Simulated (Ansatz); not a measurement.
**Au(111) with 4 layers of random Au-Re, 2x2: scattering by chemical disorder**

Aim: the residual resistivity of a random alloy, from Au(111) with 4 layers of random Au-Re, 2x2 and longer regions.

Main program and level: Ansatz 0.2.0; Ansatz plane-wave DFT, PBE, PAW files; ballistic transport by layer matching (Landauer), zero bias; PAW set soft_1.

**1. Set-up**

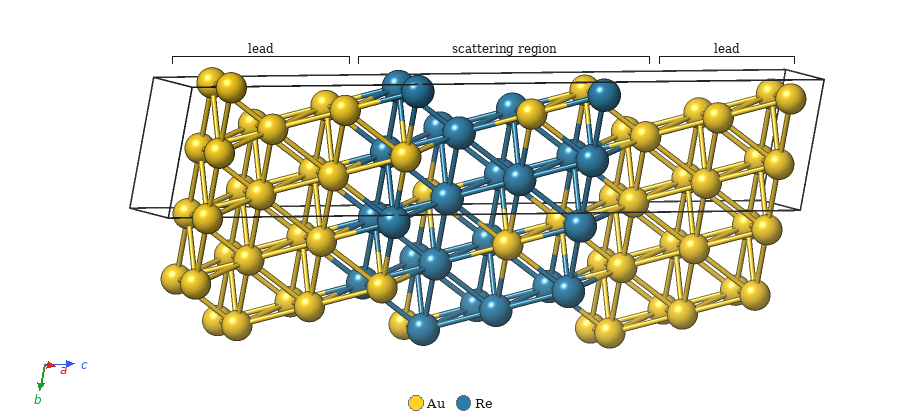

The starting structure, seen from the side, with the c axis across the page (gold yellow, rhenium blue). 1×2×1 cells are drawn.

The cell holds 40 atoms: 28 Au and 12 Re. Its edges and angles: a = 5.768 Å, b = 5.768 Å, c = 23.605 Å, α = 93.5°, β = 86.5°, γ = 120.0°. It derives from Au. Regions: lead, 24 atoms (24 Au); scattering region, 16 atoms (12 Re and 4 Au). The structure is stacked along c, and the current runs across the ab planes.

**2. With 4 alloy layers**

In 4 layers a share of 0.75 of the sites is given to Re at random. The layers about the cell's end stay perfect and serve as the lead. Disorder leaves little or no symmetry, which makes such runs dear. Energies from -0.05 to 0.05 eV in steps of 0.05 eV are too few for the program's thermal sum, so it prints no conductance; for a metal the transmission near the Fermi level serves, at a fraction of the cost.

Contents of input.yaml:

```yaml
crystal:
  lattice:
    - [5.7675164607, 0.0, 0.0]
    - [-2.8837582304, 4.9948157718, 0.0]
    - [1.4418791152, -0.8324692953, 23.5457873532]
  atoms:
    - { symbol: Au, position: [0.9916666667, 0.0083333333, 0.05] }
    - { symbol: Au, position: [0.9916666667, 0.5083333333, 0.05] }
    - { symbol: Au, position: [0.4916666667, 0.0083333333, 0.05] }
    - { symbol: Au, position: [0.4916666667, 0.5083333333, 0.05] }
    - { symbol: Au, position: [0.1416666667, 0.3583333333, 0.15] }
    - { symbol: Au, position: [0.1416666667, 0.8583333333, 0.15] }
    - { symbol: Au, position: [0.6416666667, 0.3583333333, 0.15] }
    - { symbol: Au, position: [0.6416666667, 0.8583333333, 0.15] }
    - { symbol: Au, position: [0.2916666667, 0.2083333333, 0.25] }
    - { symbol: Au, position: [0.2916666667, 0.7083333333, 0.25] }
    - { symbol: Au, position: [0.7916666667, 0.2083333333, 0.25] }
    - { symbol: Au, position: [0.7916666667, 0.7083333333, 0.25] }
    - { symbol: Re, position: [0.9416666667, 0.0583333333, 0.35] }
    - { symbol: Au, position: [0.9416666667, 0.5583333333, 0.35] }
    - { symbol: Re, position: [0.4416666667, 0.0583333333, 0.35] }
    - { symbol: Re, position: [0.4416666667, 0.5583333333, 0.35] }
    - { symbol: Re, position: [0.0916666667, 0.4083333333, 0.45] }
    - { symbol: Au, position: [0.0916666667, 0.9083333333, 0.45] }
    - { symbol: Re, position: [0.5916666667, 0.4083333333, 0.45] }
    - { symbol: Re, position: [0.5916666667, 0.9083333333, 0.45] }
    - { symbol: Re, position: [0.2416666667, 0.2583333333, 0.55] }
    - { symbol: Re, position: [0.2416666667, 0.7583333333, 0.55] }
    - { symbol: Au, position: [0.7416666667, 0.2583333333, 0.55] }
    - { symbol: Re, position: [0.7416666667, 0.7583333333, 0.55] }
    - { symbol: Re, position: [0.8916666667, 0.1083333333, 0.65] }
    - { symbol: Re, position: [0.8916666667, 0.6083333333, 0.65] }
    - { symbol: Au, position: [0.3916666667, 0.1083333333, 0.65] }
    - { symbol: Re, position: [0.3916666667, 0.6083333333, 0.65] }
    - { symbol: Au, position: [0.0416666667, 0.4583333333, 0.75] }
    - { symbol: Au, position: [0.0416666667, 0.9583333333, 0.75] }
    - { symbol: Au, position: [0.5416666667, 0.4583333333, 0.75] }
    - { symbol: Au, position: [0.5416666667, 0.9583333333, 0.75] }
    - { symbol: Au, position: [0.1916666667, 0.3083333333, 0.85] }
    - { symbol: Au, position: [0.1916666667, 0.8083333333, 0.85] }
    - { symbol: Au, position: [0.6916666667, 0.3083333333, 0.85] }
    - { symbol: Au, position: [0.6916666667, 0.8083333333, 0.85] }
    - { symbol: Au, position: [0.8416666667, 0.1583333333, 0.95] }
    - { symbol: Au, position: [0.8416666667, 0.6583333333, 0.95] }
    - { symbol: Au, position: [0.3416666667, 0.1583333333, 0.95] }
    - { symbol: Au, position: [0.3416666667, 0.6583333333, 0.95] }
kpoints:
  mp_grid: { grid: [5, 5, 1] }
hamiltonian:
  xc: pbe
  pseudopotentials: { kind: paw, azcp: { folder: soft_1 } }
scf:
  occupations: { method: fermi_dirac, width: 0.1 }
output:
  transmission:
    leads: [[0, 4]]
    kmesh: [10, 10]
    e_range: [-0.05, 0.05]
    de: 0.05
  write_potential: true
  write_density: true
  volumetric_format: npy
```

On the command line:

```bash
$ ansatz run input.yaml --threads 8 --pin off --max-ram 15360MiB --backend cpu --events-out ev --progress --plain --runs-dir out
```

Numbers of over 12 decimals in the logs are rounded to 6 here.

The program printed:

```text
Engine: ansatz 0.2.0, x86_64-unknown-linux-gnu
Pseudopotentials: kind: paw
Pseudopotential: Au, paw, valence charge 19, recommended cutoff 420 eV (normal), soft_1/Au.paw.azcp
Pseudopotential: Re, paw, valence charge 15, recommended cutoff 420 eV (normal), soft_1/Re.paw.azcp
Functional definition: PBE
  parameter kappa = 0.804
  parameter beta = 0.066725
  exchange = pbe_x(kappa = kappa, mu = beta*pi^2/3)
  correlation = pbe_c(beta = beta)
Crystal: 40 atoms, lattice volume = 678.300 Å³
Basis set: ecut = 420 eV, 13321 PW (Γ)
Bands: 428, of which v1, the nominal top of the filled ones, is band 356 counted from 1 (355 counted from 0)
Symmetry: 2 space group operations
Space group: C2 (ITA 5), of the structure as read, at distance tolerance 8.8e-5 Å
k-points: 9 of 25 (time reversal used)
Non-local potential: Au, projectors of the file, l = 0: 3, l = 1: 2, l = 2: 2, l = 3: 1
Non-local potential: Re, projectors of the file, l = 0: 3, l = 1: 2, l = 2: 2, l = 3: 1
PAW form: soft (Blöchl's): semilocal exchange-correlation on the pseudo side does not see the compensation charge
PAW one-centre angular grid: Au, 590 points (default); XC on 64 Gauss nodes
PAW one-centre angular grid: Re, 590 points (default); XC on 64 Gauss nodes
Initial density: superposition of atomic densities (chi_scale 0.1, normalization cell, long waves of neutral atoms (reshape's long-wave potential 22.84 eV rms, cloud 2.87 Å wide))
Initial wavefunctions: pseudopotential atomic-orbital guess
Functional: x = pbe(κ = 0.804, μ = 0.219515), c = pbe(β = 0.066725)
SCF iter   1: F=—  HF=-498822.039811 eV  |F-HF|=—  |Δ(HF+E_count)|=         —  Δρ=3.04e-1  dr2=1.23e4  ethr=3.10e-3  ⟨swp⟩=4.9  Hψ=11440  notcnv=0  defer=221
preconditioner: auto → Kerker (q_TF=auto, 2.750 Å⁻¹)  [metal: Δε(μ)=0.006 eV  Ē_g=7.212 eV  σ=0.100 eV  W_gap=0.02  n_scr=250 (ndim 8)  ℏωp=28.2 eV  f_vac=0.000  D(μ)=55.10/eV (n_scr^D=666)]
SCF iter   2: F=—  HF=-498687.857177 eV  |F-HF|=—  |Δ(HF+E_count)|=    1.34e2  Δρ=9.60e-2  dr2=1.46e3  ethr=3.10e-3  ⟨swp⟩=3.0  Hψ=7801  notcnv=0  defer=284
SCF iter   3: F=—  HF=-498663.379266 eV  |F-HF|=—  |Δ(HF+E_count)|=    2.45e1  Δρ=3.50e-2  dr2=3.62e2  ethr=3.10e-3  ⟨swp⟩=2.4  Hψ=6459  notcnv=0  defer=315
SCF iter   4: F=—  HF=-498656.211750 eV  |F-HF|=—  |Δ(HF+E_count)|=    7.17e0  Δρ=1.33e-2  dr2=6.44e1  ethr=3.10e-3  ⟨swp⟩=2.1  Hψ=4660  notcnv=0  defer=319
SCF iter   5: F=—  HF=-498655.241541 eV  |F-HF|=—  |Δ(HF+E_count)|=   9.70e-1  Δρ=6.12e-3  dr2=5.70e0  ethr=3.10e-3  ⟨swp⟩=1.4  Hψ=3749  notcnv=0  defer=315
SCF iter   6: F=—  HF=-498655.086323 eV  |F-HF|=—  |Δ(HF+E_count)|=   1.55e-1  Δρ=2.09e-3  dr2=8.78e-1  ethr=8.00e-4  ⟨swp⟩=2.0  Hψ=4278  notcnv=0  defer=317
SCF iter   7: F=—  HF=-498655.058865 eV  |F-HF|=—  |Δ(HF+E_count)|=   2.75e-2  Δρ=7.31e-4  dr2=2.83e-2  ethr=1.23e-4  ⟨swp⟩=1.0  Hψ=3533  notcnv=0  defer=317
SCF iter   8: F=—  HF=-498655.056478 eV  |F-HF|=—  |Δ(HF+E_count)|=   2.39e-3  Δρ=2.26e-4  dr2=4.64e-3  ethr=3.97e-6  ⟨swp⟩=1.7  Hψ=3909  notcnv=0  defer=317
SCF iter   9: F=—  HF=-498655.056311 eV  |F-HF|=—  |Δ(HF+E_count)|=   1.67e-4  Δρ=8.93e-5  dr2=4.26e-4  ethr=6.51e-7  ⟨swp⟩=1.0  Hψ=3533  notcnv=0  defer=317
SCF iter  10: F=—  HF=-498655.056306 eV  |F-HF|=—  |Δ(HF+E_count)|=   4.04e-6  Δρ=1.99e-5  dr2=2.60e-5  ethr=5.98e-8  ⟨swp⟩=1.2  Hψ=3535  notcnv=0  defer=317
SCF iter  11: F=—  HF=-498655.056663 eV  |F-HF|=—  |Δ(HF+E_count)|=   3.56e-4  Δρ=7.02e-6  dr2=6.46e-6  ethr=3.66e-9  ⟨swp⟩=1.0  Hψ=3815  notcnv=0  defer=317
SCF iter  12: F=—  HF=-498655.056663 eV  |F-HF|=—  |Δ(HF+E_count)|=   2.35e-7  Δρ=2.31e-6  dr2=4.67e-7  ethr=9.07e-10  ⟨swp⟩=1.0  Hψ=3533  notcnv=0  defer=317
SCF iter  13: F=-498655.056663 eV  HF=-498655.056663 eV  |F-HF|=3.09e-8  |Δ(HF+E_count)|=   3.61e-8  Δρ=7.96e-7  dr2=3.35e-8  ethr=1.40e-11  ⟨swp⟩=9.4  Hψ=13357  notcnv=0
SCF 1 converged in 13 iterations: F = -498655.056663 eV  dr2 = 3.35e-8
  greatest PAW one-centre occupation: 1.000 electrons in one spin orbital (limit 2), on the Au atom at site 22 (counted from 0), in its partial waves of l = 0
transmission: 180 of 1768 steps passed
transmission: 366 of 1768 steps passed
[...]
transmission: 1768 of 1768 steps passed
SCF converged after 13 iterations
Free energy (F): -498655.056663 eV
Harris-Foulkes:  -498655.056663 eV  (|F-HF|=3.09e-8)
Internal energy: -498654.158604 eV  (E = F + TS)
E sigma→0 (E₀):  -498654.607633 eV
Entropy (-TS):   -0.898059 eV (-22.451 meV/atom)
Fermi energy:    20.767159 eV
--- Per-component energies (eV) ---
  E_band       = -7283.863311
  E_kinetic    = 22368.038720
  E_local      = -69080.609279  (includes V_loc(G=0)·N_el)
  E_nonlocal   = 3698.718747
  E_hartree    = 29689.778303
  E_xc         = -10281.817181
  E_vxc        = -10770.812872  (∫ρ·V_xc dr)
  E_paw        = -376922.147056  (= ΣΔE_a)
  E_vpaw       = -12878.795074  (= ΣTr[D̂ρ^β])
  E_aug_tail   = 0.048296  (compensation charges beyond the density's cutoff)
  E_ewald      = -98126.169152
  E_smearing   = -0.898059  (= −TS)
  E_closure    = -0.000000  (closes the sum)
  Σ components = -498655.056663   (vs F -498655.056663, Δ=0.00e0)
--- Band table (eV; the first three rows and the last of 9) ---
  k-point 0: bands = [... 352 lower, 21.0272, 21.0671, 21.1129, 21.1429, 21.2802, 21.5407, 21.5905, 21.6116, ... 68 higher]
  k-point 1: bands = [... 352 lower, 20.6639, 20.7041, 20.7779, 20.8544, 20.9087, 20.9662, 21.0602, 21.1159, ... 68 higher]
  k-point 2: bands = [... 352 lower, 20.4818, 20.5362, 20.5916, 20.6262, 20.6893, 20.7453, 20.8416, 20.8751, ... 68 higher]
  k-point 8: bands = [... 352 lower, 20.4882, 20.5703, 20.6065, 20.6288, 20.7146, 20.7716, 20.8171, 20.8333, ... 68 higher]
--- Transmission ---
  basis      : 253 plane waves across, 34 finite elements along
  points     : 52, standing for a mesh of 10 x 10
  energies   : 3 from -0.050000 to 0.050000 eV about the Fermi level, 0.050000 eV apart; the leads are filled to 0.000000 eV, and channels, transmission and decay are at 0.000000 eV
  crystal 0  : Au4, at the sites [0, 4], period 2.3546 Å, over 14.13 Å; its Hamiltonian steps by up to 20.0 meV
    offset         : up to 0.0000 Å between an atom of the period and one for which it stands
    channels       : 3.190000e0 a spin
    conductance    : none, the energies end too early or step too widely for 300 K: set another output.transmission.e_range or a lower de, or, where they end at an eighth of basis.ecutwfc, a higher one
  junction   : crystal 0 to crystal 0, 0.70 to 21.89 Å
    transmission   : 1.404409e0 a spin
    conductance    : none, the energies end too early or step too widely for 300 K: set another output.transmission.e_range or a lower de, or, where they end at an eighth of basis.ecutwfc, a higher one
```

Elapsed: 4.2 min, on 8 threads of AMD EPYC 7B13 (Zen 3), shared host; peak memory 9.8 GiB; 28 min of CPU time.

The column dr2 measures how far the density is from self-consistency, as an energy; F and HF (Harris–Foulkes) agree once it is small.

Numbers from this step:

| Property | Result |
| --- | --- |
| free energy | -498655.0567 eV |
| energy at zero smearing | -498654.6076 eV |
| Fermi energy | 20.77 eV |
| cell area | 28.81 Å² |
| transmission per spin nearest the Fermi level | 1.404 |
| open channels per spin nearest the Fermi level | 3.19 |
| step of the lead's potential | 20 meV |

Per spin. Transmission, zone mean against energy, zero at the Fermi level:

| energy (eV) | transmission, zone mean |
| --- | --- |
| -0.0500 | 1.37 |
| 0.0000 | 1.40 |
| 0.0500 | 1.42 |

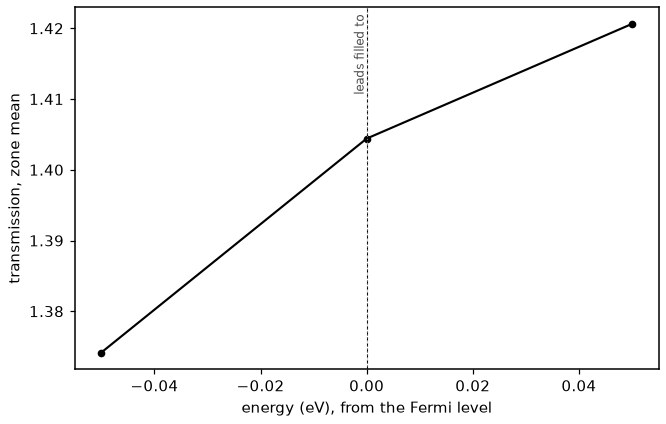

Transmission, zone mean against energy.

Per spin. The open channels, zone mean, lead by energy, zero at the Fermi level:

| energy (eV) | open channels, zone mean, lead |
| --- | --- |
| -0.0500 | 3.21 |
| 0.0000 | 3.19 |
| 0.0500 | 3.21 |

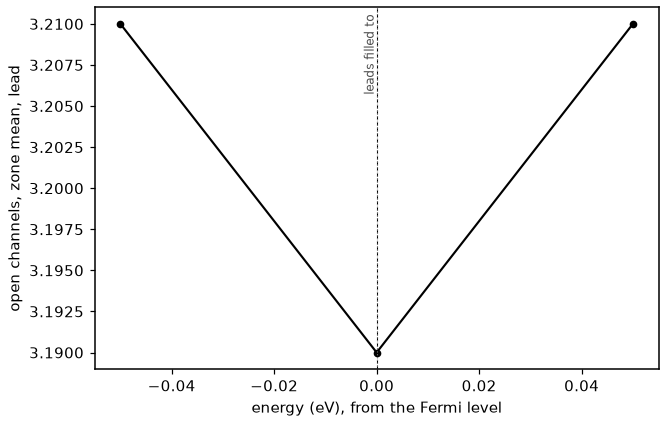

Open channels, zone mean, lead against energy.

Over the solved energies the transmission per spin lies between 1.37 and 1.42, out of 3.20 channels of the lead on average (up to 3.21).

(Continued in part 2 of 2.)

[Logs are printed without paths, hosts, clocks, repeated set-up lines and the standing remarks that a program may print on its own settings, such as how far it seeks lower states.]

[Hosts, paths, dates, database ids (printed as entryN), source tags and the programs' standing remarks are cut or masked in the printed files.]
